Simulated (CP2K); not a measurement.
## A series of single points on ZnO

System: ZnO (P6₃mc, 4 atoms in the cell).
Method: Kohn-Sham DFT of a periodic cell, PBE, GTH-PBE with UZH-TZVP basis, no spin polarisation (CP2K 2026.2).

The 6 runs differ only in the geometry, by an even scaling of the cell at fixed fractional positions. The structure derives from an entry of the Crystallography Open Database.

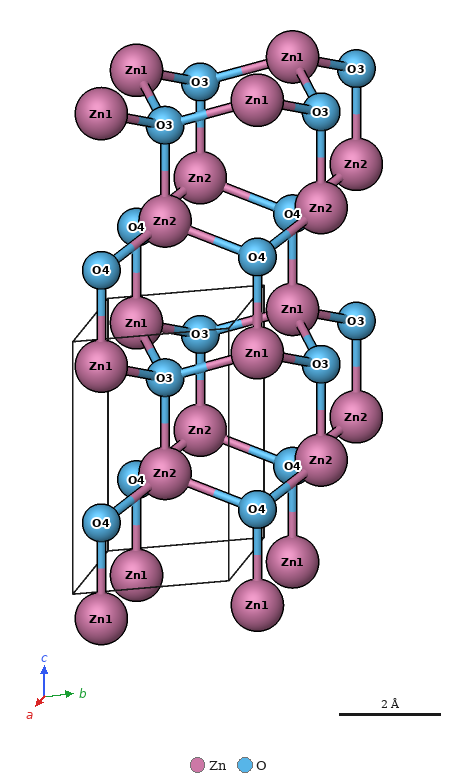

Figure 1. The structure of run 4 (ball-and-stick view of the cell of the calculation, repeated 2 × 2 × 2, seen slightly off an axis; atoms are numbered from 1 in the order of the input).

## Input of run 4
```
&GLOBAL
  PROJECT zno_eos
  RUN_TYPE ENERGY_FORCE
  PRINT_LEVEL LOW
&END GLOBAL
&FORCE_EVAL
  METHOD QS
  STRESS_TENSOR ANALYTICAL
  &DFT
    BASIS_SET_FILE_NAME BASIS_MOLOPT_UZH
    POTENTIAL_FILE_NAME POTENTIAL_UZH
    WFN_RESTART_FILE_NAME previous-RESTART.kp
    &MGRID
      CUTOFF 600
      REL_CUTOFF 60
      NGRIDS 5
    &END MGRID
    &QS
      METHOD GPW
      EPS_DEFAULT 1.0E-10
    &END QS
    &KPOINTS
      SCHEME MONKHORST-PACK 9 9 5
      GAMMA_CENTERED T
      SYMMETRY T
      SYMMETRY_BACKEND SPGLIB
    &END KPOINTS
    &SCF
      SCF_GUESS RESTART
      EPS_SCF 1.0E-6
      MAX_SCF 100
      ADDED_MOS 14
      CHOLESKY OFF
      EPS_EIGVAL 1.0E-7
      &DIAGONALIZATION ON
        ALGORITHM STANDARD
      &END DIAGONALIZATION
      &MIXING ON
        METHOD BROYDEN_MIXING
        ALPHA 0.4
        BETA 1.5
        NBUFFER 8
      &END MIXING
      &SMEAR ON
        METHOD FERMI_DIRAC
        ELECTRONIC_TEMPERATURE 580.23
      &END SMEAR
    &END SCF
    &XC
      &XC_FUNCTIONAL PBE
      &END XC_FUNCTIONAL
    &END XC
    &PRINT
      &KPOINTS ON
      &END KPOINTS
      &MULLIKEN ON
      &END MULLIKEN
      &MO ON
        ENERGIES T
        OCCUPATION_NUMBERS T
        &EACH
          QS_SCF 0
        &END EACH
        ADD_LAST NUMERIC
      &END MO
    &END PRINT
  &END DFT
  &SUBSYS
    &CELL
      A 3.2708272232 0.0000000000 0.0000000000
      B -1.6354136116 2.8326194666 0.0000000000
      C 0.0000000000 0.0000000000 5.2401848988
      PERIODIC XYZ
    &END CELL
    &COORD
      SCALED
      Zn  0.6666666667 0.3333333333 0.0000000000
      Zn  0.3333333333 0.6666666667 0.5000000000
      O   0.3333333333 0.6666666667 0.8790100000
      O   0.6666666667 0.3333333333 0.3790100000
    &END COORD
    &KIND Zn
      BASIS_SET TZVP-MOLOPT-PBE-GTH-q12
      POTENTIAL GTH-PBE-q12
    &END KIND
    &KIND O
      BASIS_SET TZVP-MOLOPT-PBE-GTH-q6
      POTENTIAL GTH-PBE-q6
    &END KIND
    &PRINT
      &ATOMIC_COORDINATES ON
      &END ATOMIC_COORDINATES
      &CELL ON
      &END CELL
      &SYMMETRY ON
      &END SYMMETRY
    &END PRINT
  &END SUBSYS
  &PRINT
    &FORCES ON
    &END FORCES
    &STRESS_TENSOR ON
    &END STRESS_TENSOR
  &END PRINT
&END FORCE_EVAL
```

Command:
```bash
OMP_NUM_THREADS=1 cp2k.psmp -i zno_eos.inp -o zno_eos.out
```

Run 3 differs from it as follows:
```diff
-      A 3.2708272232 0.0000000000 0.0000000000
-      B -1.6354136116 2.8326194666 0.0000000000
-      C 0.0000000000 0.0000000000 5.2401848988
+      A 3.2274999067 0.0000000000 0.0000000000
+      B -1.6137499533 2.7950969099 0.0000000000
+      C 0.0000000000 0.0000000000 5.1707703030
```

## Results, with one run withheld

```csv
run,volume per atom (Å³),"free energy per atom, from the lowest run given (meV)",pressure (GPa),gap on the mesh (eV)
1,11.186,59.27,17.23,0.90
2,11.424,36.76,13.16,0.86
3,11.662,?,?,?
4,12.138,2.81,3.24,0.77
5,12.376,0.00,0.59,0.74
6,12.614,0.94,−1.81,0.71
```

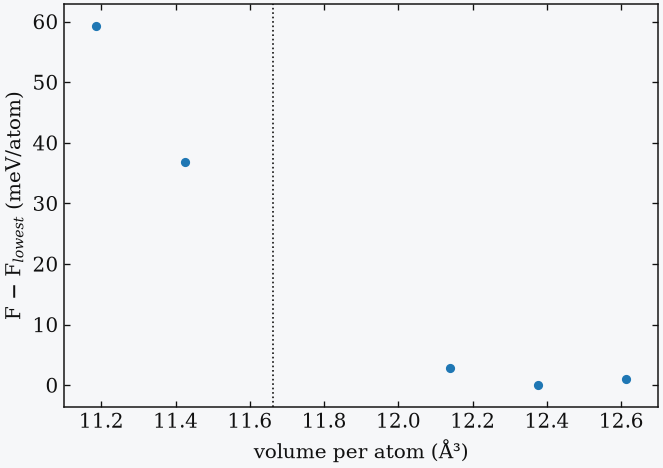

Figure 2. Free energy per atom of the runs given; the dotted line marks run 3.

What should run 3 give?

A cubic polynomial in V^(−2/3) (the Birch–Murnaghan form), fitted to the 5 runs given, misses them by at most 0.11 meV per atom. With x = V^(−2/3) − 0.19157 Å⁻², it reads F = 8.3415 + 3228.7 x + 3.2395e+05 x² + 2.1552e+06 x³ (meV per atom). At run 3 it gives 20.40 meV per atom, and the run itself gives 20.44. The slope of the fit gives a pressure −dF/dV of 9.17 GPa there, and the run prints 9.46 GPa. The two needn't agree exactly: the fit is approximate, and the printed stress is taken on a finite basis. The fit has its minimum at 12.435 Å³ per atom, where V d²F/dV² gives 115 GPa. Cell shape and fractional positions are held, so this is the stiffness under even scaling; the relaxed bulk modulus wasn't computed. The gap on the mesh goes, without turning, from 0.90 eV in run 1 to 0.71 eV in run 6; run 3 has 0.83 eV. These are gaps of this functional on this mesh, which can miss the band edges; they aren't the measured gap.

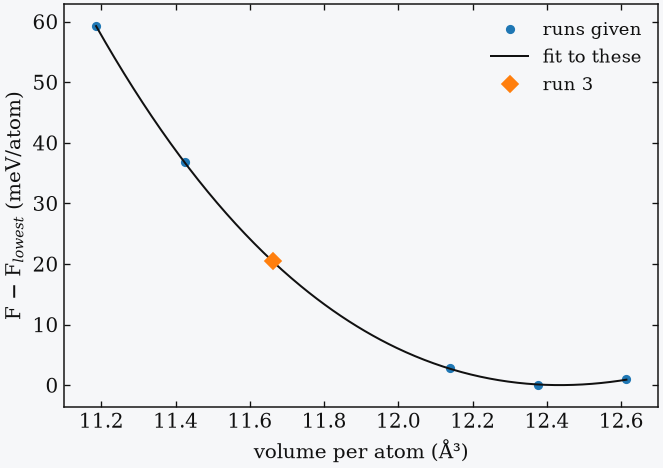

Figure 3. The fit and the withheld run.

## Some lines of the output (run 3)
```
[...]
 CELL| Volume [angstrom^3]:                                            46.646424
 CELL_REF| Volume [angstrom^3]:                                        46.646424
                        Smear method:                                FERMI_DIRAC
  Step     Update method      Time    Convergence         Total energy    Change
  Fermi energy:                                                 0.16085702021889
  Total energy:                                              -153.26758035042349
  Total energy (extrapolated to T->0):                       -153.26758030220796
 MO| E(Fermi):            0.160857 a.u.          4.377142 eV
 MO| Band gap:            0.294235 a.u.          8.006528 eV
```
